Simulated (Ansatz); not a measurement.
Tc

```
Tc
1.0
     3.08036    0.00000    0.00000
     0.00000    3.08036    0.00000
     0.00000    0.00000    3.08036
Tc
2
Direct
  0.00000 0.00000 0.00000
  0.50000 0.50000 0.50000
```

Space group Im-3m; started from the bcc prototype, which need not be the ambient phase.

The calculation used DFT PBE, spin-orbit coupling, plane waves, PAW (Ansatz).

Q: What can the converged valence pseudo-density and electron localisation function tell about the bonding?

A: Tc–Tc (2.67 Å): the density is about 0.42 e/Å³ at the midpoint; the ELF is about 0.30 at the midpoint (no shared electron pair shows on this line).

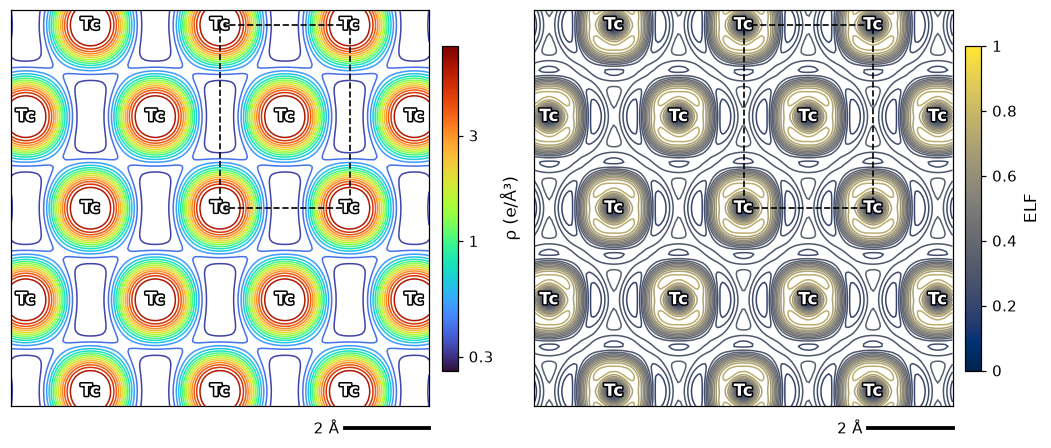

Computed valence pseudo-density and electron localisation function on the (11̄0) plane of the conventional cell, in this order. 

The density is the valence pseudo-density of a PAW calculation; it isn't the true density close to the nuclei.
